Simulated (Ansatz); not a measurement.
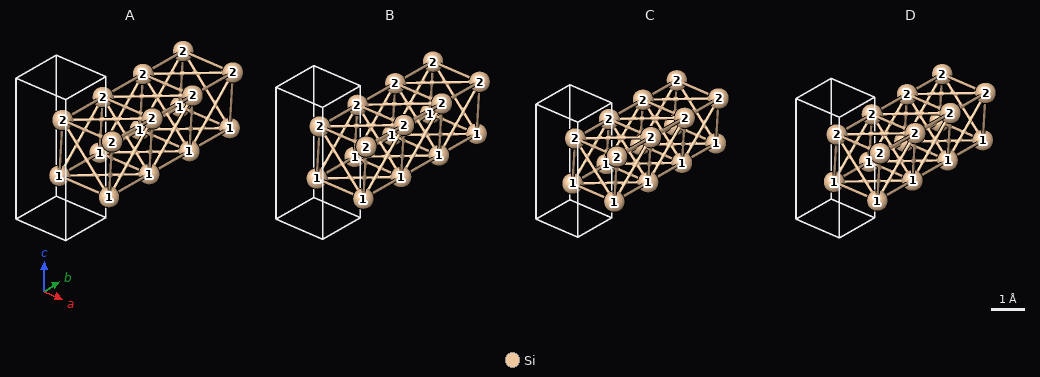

4 geometries from one relaxation of a crystal of Si (a generated structure, set up in P6_3/mmc) (coarse preliminary run), in shuffled order. A ball-and-stick model of the cell of the calculation, repeated 2 × 4 × 1 with one cell outlined, seen slightly off an axis.

Case: Ti → Si on all its sites, cell and atoms relaxed.

Level of theory: DFT PBE, scalar-relativistic, plane waves, PAW (Ansatz 0.2.0). (plane-wave cutoff 420 eV; k-point mesh 12 × 12 × 6; occupations gaussian; smearing width 0.1 eV; no spin polarisation; cell and atoms relaxed; force threshold 0.05 eV/Å; at most 60 steps)

**Put them in the order of the run, from the start to the converged end.**

C, D, B, A. They are steps 0, 1, 3, 10, at +3.863 eV per cell of the calculation, +2.083 eV per cell of the calculation, +0.351 eV per cell of the calculation relative to the last. The atoms keep their places relative to the cell (all moves are under 0.005 Å). The volume changes by +72.9 %, with a = b 2.297 → 2.728 Å (+18.7 %), c 3.636 → 4.457 Å (+22.6 %). Near-neighbour distances that change, for instance: Si1–Si2 2.250 → 2.729 Å, Si1–Si1 2.297 → 2.728 Å. The space group stays P6_3/mmc (No. 194). The energy falls by 3.863 eV per cell of the calculation in 8 accepted moves (10 points after the start). All forces vanish by symmetry, so only the cell relaxes. Pressure: 166.34 GPa at the start and 0.06 GPa at the end. The SCF was repeated twice at an unchanged geometry on a basis and grid sized afresh for the cell, which shifted the energy by 34.8 meV per cell of the calculation at most. Cost: 8.6 s on 1 thread of Arm Neoverse V2, with other jobs on the host, peak memory 0.29 GiB.
